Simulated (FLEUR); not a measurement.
## CoO: which magnetic order is lowest

Does CoO prefer parallel or opposed moments?

Calculated with FLEUR MaX-R8.1; PBEsol with U = 3.5 eV on Co d; all-electron FLAPW, Dirac cores, scalar-relativistic bands.

### 1. Starting point

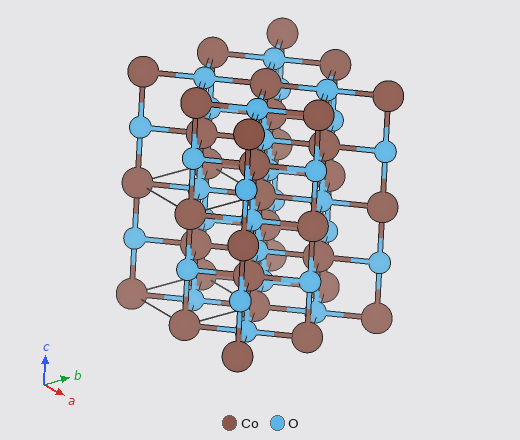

The starting structure, seen from a free direction (cobalt brown, oxygen blue). 2×2×2 cells are drawn. This picture shows the conventional cell, with its axes. Some periodic images of atoms are drawn too.

Structure file:

```cif
data_structure
_symmetry_space_group_name_H-M 'P 1'
_symmetry_Int_Tables_number 1
_cell_length_a 2.9981
_cell_length_b 2.9981
_cell_length_c 2.9981
_cell_angle_alpha 119.605
_cell_angle_beta 119.605
_cell_angle_gamma 90.686
_cell_volume 19.17
loop_
_atom_site_label
_atom_site_type_symbol
_atom_site_fract_x
_atom_site_fract_y
_atom_site_fract_z
_atom_site_occupancy
Co1 Co 0.00000 0.00000 0.00000 1
O2 O 0.50000 0.50000 0.00000 1
```

### 2. Run 1 (ferro +)

The parallel start is the test of whether parallel moments hold. The U counters the self-interaction that shrinks the moments of a localised shell.

inpgen writes inp.xml from crystal.txt; cutoffs, mixing, functional, smearing and local orbitals are then set in the file. The k list default-1 (kpts.xml, not shown) is a Γ-centred 10×10×10 mesh; where the ranks do not divide the number of points, some are split in two of half the weight.

inp.xml

```
<?xml version="1.0" encoding="UTF-8" standalone="no"?>
<fleurInput fleurInputVersion="0.39">
   <comment>
      CoO
   </comment>
   <calculationSetup>
      <cutoffs Kmax="4.29" Gmax="12.9" GmaxXC="12.9" numbands="0"/>
      <scfLoop itmax="130" minDistance="0.0001" maxIterBroyd="15" imix="Anderson" alpha="0.05" precondParam="0.0" spinf="2.0" sdNocoIR="T"/>
      <coreElectrons ctail="T" frcor="F" kcrel="0" coretail_lmax="0"/>
      <xcFunctional name="PBEs" relativisticCorrections="F"/>
      <magnetism jspins="2"/>
      <soc l_soc="F" theta="0.0" phi="0.0" spav="F"/>
      <expertModes spex="0" secvar="F"/>
      <geometryOptimization l_f="F" forcealpha="1.0" forcemix="BFGS" epsdisp="0.00001" epsforce="0.00001"/>
      <ldaU l_linMix="F" mixParam="0.05" spinf="1.0"/>
   </calculationSetup>
   <cell>
      <bzIntegration valenceElectrons="23.0" mode="hist" fermiSmearingEnergy="0.00183747">
         <kPointListSelection listName="default-1"/>
         <xi:include xmlns:xi="http://www.w3.org/2001/XInclude" href="kpts.xml"> </xi:include>
      </bzIntegration>
      <xi:include xmlns:xi="http://www.w3.org/2001/XInclude" href="sym.xml"> </xi:include>
      <bulkLattice scale="1.0">
         <bravaisMatrix>
            <row-1>   -2.8497069958968000     2.8497069958968000     3.9821207229907136</row-1>
            <row-2>    2.8497069958968000    -2.8497069958968000     3.9821207229907136</row-2>
            <row-3>    2.8497069958968000     2.8497069958968000    -3.9821207229907136</row-3>
         </bravaisMatrix>
      </bulkLattice>
   </cell>
   <atomSpecies>
      <species name="Cobalt (Co3.000" element="Co" atomicNumber="27">
         <mtSphere radius="2.48" gridPoints="819" logIncrement="0.015"/>
         <atomicCutoffs lmax="10" lnonsphr="8"/>
         <electronConfig flipSpins="F">
            <coreConfig>(1s1/2) (2s1/2) (2p1/2) (2p3/2)</coreConfig>
            <valenceConfig>(3s1/2) (3p1/2) (3p3/2) (4s1/2) (3d3/2) (3d5/2)</valenceConfig>
            <stateOccupation state="(3d3/2)" spinUp="2.0" spinDown="0.8"/>
            <stateOccupation state="(3d5/2)" spinUp="3.0" spinDown="1.2"/>
         </electronConfig>
         <energyParameters s="4" p="4" d="3" f="4"/>
         <ldaU l="2" U="3.5" J="0.0" l_amf="F"/>
         <lo type="SCLO" l="0" n="3" eDeriv="0"/>
         <lo type="SCLO" l="1" n="3" eDeriv="0"/>
      </species>
      <species name="Oxygen (O)" element="O" atomicNumber="8">
         <mtSphere radius="1.4" gridPoints="463" logIncrement="0.023"/>
         <atomicCutoffs lmax="6" lnonsphr="4"/>
         <electronConfig flipSpins="F">
            <coreConfig>(1s1/2)</coreConfig>
            <valenceConfig>(2s1/2) (2p1/2) (2p3/2)</valenceConfig>
            <stateOccupation state="(2p1/2)" spinUp="0.666667" spinDown="0.666667"/>
            <stateOccupation state="(2p3/2)" spinUp="1.333333" spinDown="1.333333"/>
         </electronConfig>
         <energyParameters s="2" p="2" d="3" f="4"/>
      </species>
   </atomSpecies>
   <atomGroups>
      <atomGroup species="Cobalt (Co3.000">
         <relPos label="                   1">.0000000000 .0000000000 .0000000000</relPos>
         <force calculate="T" relaxXYZ="TTT"/>
      </atomGroup>
      <atomGroup species="Oxygen (O)">
         <relPos label="                   2">1.000/2.000 1.000/2.000 .0000000000</relPos>
         <force calculate="T" relaxXYZ="TTT"/>
      </atomGroup>
   </atomGroups>
   <output dos="F" band="F" slice="F">
      <bandDOS minEnergy="-.5*Htr" maxEnergy="0.5*Htr" sigma="0.015" storeEVData="T"/>
      <plotting iplot="0" polar="F">
         <plot TwoD="T" vec1="  1.0  0.0  0.0" vec2="  0.0  1.0  0.0" vec3="  0.0  0.0  1.0" zero="  0.0  0.0  0.0" file="plot"/>
      </plotting>
      <moessbauerParams electricFieldGradient="F" isomerShift="F" coreHyperfine="F" valenceHyperfine="F"/>
   </output>
</fleurInput>
```

crystal.txt

```
CoO
&input film=F cartesian=F /
-1.50800000000  1.50800000000  2.10724753770
1.50800000000  -1.50800000000  2.10724753770
1.50800000000  1.50800000000  -2.10724753770
1.8897261246
1.0 1.0 1.0

2
27 0.00000000000  0.00000000000  0.00000000000 : 3.000
8 0.50000000000  0.50000000000  0.00000000000

&kpt div1=10 div2=10 div3=10 gamma=T /
```

Command:

```sh
$ OMP_NUM_THREADS=1 inpgen -f crystal.txt > inpgen.log  # inp.xml is then edited as shown
$ OMP_NUM_THREADS=1 mpirun -n 4 fleur_MPI > fleur.log
```

The program printed:

```text
Welcome to FLEUR        (www.flapw.de)
      MaX-Release 8.1          (www.max-centre.eu)

 ========== k-point set info ==========
 Selected k-point list: default-1
 k-point list type: mesh
 0 x 0 x 0
 Number of k points: 104

 ------------Calculation Setup---------------------------
 Number of MPI-tasks      :            4
 Number of PE/node        :            4
 Number of OMP-threads    :            1
 k-points in parallel     :            4
 pe's per k-point         :            1
 No of k-point loops      :           26
 Eigenvalue solver        :       lapack
 Number of basis functions:          202
 Approximate size of matrices (H+S) per k-point:         0.001 GB
 --------------------------------------------------------
 no density matrix found ... skipping LDA+U
 Reset of history
 Iteration:     1   Distance:      23.26027508 me/bohr^3
 Iteration:     2   Distance:      25.18023320 me/bohr^3
 Iteration:     3   Distance:      22.77169300 me/bohr^3
 Iteration:     4   Distance:      16.64429967 me/bohr^3
 Iteration:     5   Distance:      24.48506748 me/bohr^3
 Iteration:     6   Distance:       7.71763489 me/bohr^3
 Iteration:     7   Distance:       7.39432671 me/bohr^3
 Iteration:     8   Distance:       7.95403626 me/bohr^3
 Iteration:     9   Distance:       6.58222469 me/bohr^3
 Iteration:    10   Distance:       1.24511703 me/bohr^3
 Iteration:    11   Distance:       0.91376347 me/bohr^3
 Iteration:    12   Distance:       0.33646924 me/bohr^3
 Iteration:    13   Distance:       0.19087433 me/bohr^3
 Iteration:    14   Distance:       0.15573438 me/bohr^3
 Iteration:    15   Distance:       0.05810265 me/bohr^3
 Iteration:    16   Distance:       0.04859447 me/bohr^3
 Iteration:    17   Distance:       0.05241685 me/bohr^3
 Iteration:    18   Distance:       0.03938114 me/bohr^3
 Iteration:    19   Distance:       0.02732132 me/bohr^3
 Iteration:    20   Distance:       0.00336056 me/bohr^3
 Iteration:    21   Distance:       0.00484342 me/bohr^3
 Iteration:    22   Distance:       0.00102064 me/bohr^3
 Iteration:    23   Distance:       0.00054663 me/bohr^3
 Iteration:    24   Distance:       0.00023144 me/bohr^3
 Iteration:    25   Distance:       0.00014395 me/bohr^3
 Iteration:    26   Distance:       0.00001347 me/bohr^3

 ********************************************************************
 Run finished successfully
 Stop message:
   all done
 ********************************************************************

--- out.xml (last complete iteration) ---
<iteration numberForCurrentRun="   26" overallNumber="   26">
         [... left out ...]
         <bandgap value="0.0026137716" units="eV"/>
         <sumValenceSingleParticleEnergies value="-15.8583388317" units="Htr"/>
         <FermiEnergy value="0.3062125373" units="Htr"/>
         <valenceDensity>
            <mtCharges spin="1">
               <mtCharge atomType="1" total="9.4678981" s="1.1876813" p="3.2344089" d="4.9696817" f="0.0533932"/>
               <mtCharge atomType="2" total="2.3508367" s="0.7043814" p="1.6420283" d="0.0038605" f="0.0004768"/>
            </mtCharges>
            <mtCharges spin="2">
               <mtCharge atomType="1" total="6.7406106" s="1.1653499" p="3.2160878" d="2.2895967" f="0.0501894"/>
               <mtCharge atomType="2" total="2.1046069" s="0.6792889" p="1.4223090" d="0.0026691" f="0.0002982"/>
            </mtCharges>
            <spinDependentCharge spin="1" total="12.9998354" interstitial="1.1811006" mtSpheres="11.8187348"/>
            <spinDependentCharge spin="2" total="10.0001646" interstitial="1.1549471" mtSpheres="8.8452175"/>
            <totalCharge value="23.0000000000"/>
         </valenceDensity>
         [... left out ...]
         <allElectronCharges>
            <spinDependentCharge spin="1" total="18.9998354" interstitial="1.1811011" mtSpheres="17.8187344"/>
            <spinDependentCharge spin="2" total="16.0001646" interstitial="1.1549475" mtSpheres="14.8452170"/>
            <totalCharge value="34.9999999989"/>
         </allElectronCharges>
         <magneticMomentsInMTSpheres units="muBohr">
            <globalMagMoment atomType="1" vec="0.00000   0.00000   2.72729"/>
            <localMagMoment atomType="1" vec="0.00000   0.00000   2.72729"/>
            <globalMagMoment atomType="2" vec="0.00000   0.00000   0.24623"/>
            <localMagMoment atomType="2" vec="0.00000   0.00000   0.24623"/>
         </magneticMomentsInMTSpheres>
         <moessbauerParams unitsHFF="kG" unitsIS="e/bohr^3" unitsEFG="Htr/bohr^2">
         </moessbauerParams>
         <totalEnergy value="    -1467.1563369960" units="Htr">
            <sumOfEigenvalues value="     -839.5139552932">
               <coreElectrons value="-823.6556164615"/>
               <valenceElectrons value="-15.8583388317"/>
            </sumOfEigenvalues>
            <densityCoulombPotentialIntegral value="-2239.1368596603"/>
            <densityEffectivePotentialIntegral value="-2326.4995094858"/>
            <chargeDenXCDenIntegral value="-66.7432762782"/>
            <FockExchangeEnergyValence value="0.0000000000"/>
            <FockExchangeEnergyCore value="0.0000000000"/>
            <atomTypeDependentContributions atomType="1">
               <electronNucleiInteractionDifferentMTs value="1668.2142322325"/>
               <MadelungTerm value="-8.8503868590"/>
            </atomTypeDependentContributions>
            <atomTypeDependentContributions atomType="2">
               <electronNucleiInteractionDifferentMTs value="86.0054164521"/>
               <MadelungTerm value="-5.1645741424"/>
            </atomTypeDependentContributions>
            <dftUCorrection value="-0.4044246058"/>
            <tkbTimesEntropy value="0.0012737903"/>
            <freeEnergy value="-1467.1576107863"/>
            <extrapolationTo0K value="-1467.1569738911"/>
         </totalEnergy>
         <ldaUDensityMatrix>
            <densityMatrixFor spin="1" atomType="1" uIndex="1" l="2" U="3.50000000" J="0.00000000">
               (+0.99778,+0.00000) (+0.00000,+0.00000) (+0.00000,+0.00000) (+0.00000,+0.00000) (-0.02337,+0.00000)
               (+0.00000,+0.00000) (+0.97505,+0.00000) (+0.00000,+0.00000) (+0.00000,+0.00000) (+0.00000,+0.00000)
               (+0.00000,+0.00000) (+0.00000,+0.00000) (+1.02403,+0.00000) (+0.00000,+0.00000) (+0.00000,+0.00000)
               (+0.00000,+0.00000) (+0.00000,+0.00000) (+0.00000,+0.00000) (+0.97505,+0.00000) (+0.00000,+0.00000)
               (-0.02337,+0.00000) (+0.00000,+0.00000) (+0.00000,+0.00000) (+0.00000,+0.00000) (+0.99778,+0.00000)
            </densityMatrixFor>
            <densityMatrixFor spin="2" atomType="1" uIndex="1" l="2" U="3.50000000" J="0.00000000">
               (+0.40251,+0.00000) (+0.00000,+0.00000) (+0.00000,+0.00000) (+0.00000,+0.00000) (+0.24679,+0.00000)
               (+0.00000,+0.00000) (+0.66107,+0.00000) (+0.00000,+0.00000) (+0.00000,+0.00000) (+0.00000,+0.00000)
               (+0.00000,+0.00000) (+0.00000,+0.00000) (+0.16243,+0.00000) (+0.00000,+0.00000) (+0.00000,+0.00000)
               (+0.00000,+0.00000) (+0.00000,+0.00000) (+0.00000,+0.00000) (+0.66107,+0.00000) (+0.00000,+0.00000)
               (+0.24679,+0.00000) (+0.00000,+0.00000) (+0.00000,+0.00000) (+0.00000,+0.00000) (+0.40251,+0.00000)
            </densityMatrixFor>
         </ldaUDensityMatrix>
         <ldaUDensityMatrixConvergence>
            <distance spin="1" distance="0.000000"/>
            <distance spin="2" distance="0.000001"/>
         </ldaUDensityMatrixConvergence>
         <densityConvergence units="me/bohr^3">
            <chargeDensity spin="1" distance="0.0000056277"/>
            <chargeDensity spin="2" distance="0.0000120228"/>
            <overallChargeDensity distance="0.0000134691"/>
            <spinDensity distance="0.0000130775"/>
         </densityConvergence>
      </iteration>
```

The job ended after 27 s (4 MPI ranks of Intel Xeon Platinum 8488C (Sapphire Rapids), shared host; peak memory 0.26 GiB; 1.8 min of CPU time).

Spin moment in the muffin-tin sphere by atom:

| atom | spin moment in the muffin-tin sphere (μB) |
| --- | --- |
| Co1 | 2.73 |
| O2 | 0.25 |

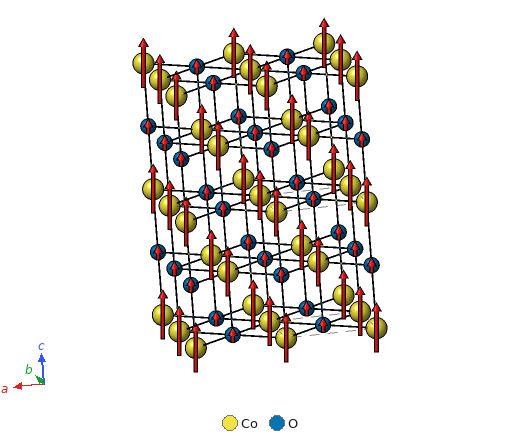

Spin moment in the muffin-tin sphere as arrows, the longest 2.73 μB. Up and down stand for the sign. Arrows give size and sign along the axis of quantisation, drawn up and down the page. Each arrow also spans its atom, so small moments look longer than they are. 2×2×2 conventional cells are drawn. Some periodic images of atoms are drawn too.

Numbers from this step:

| Property | Result |
| --- | --- |
| free energy | -39923.3924 eV |
| program's band gap on this mesh (in a metal only a level spacing) | 0.002614 eV |
| magnetization | 3.000 μB |
| final state | ferromagnetic |

After 26 cycles the largest moment stands at 2.73 μB.

(Continued in part 2 of 2.)

[Logs and program files are shortened in this print: banners, set-up blocks, solver, clock and traceback lines can be left out without a mark of their own.]

[Logs are printed without paths, hosts, clocks, repeated set-up lines and the standing remarks that a program may print on its own settings, such as how far it seeks lower states.]

[Hosts, paths, dates, database ids (printed as entryN), source tags and the programs' standing remarks are cut or masked in the printed files.]

[Where a cell is said to come from a database of computed structures, the database is the Materials Project.]
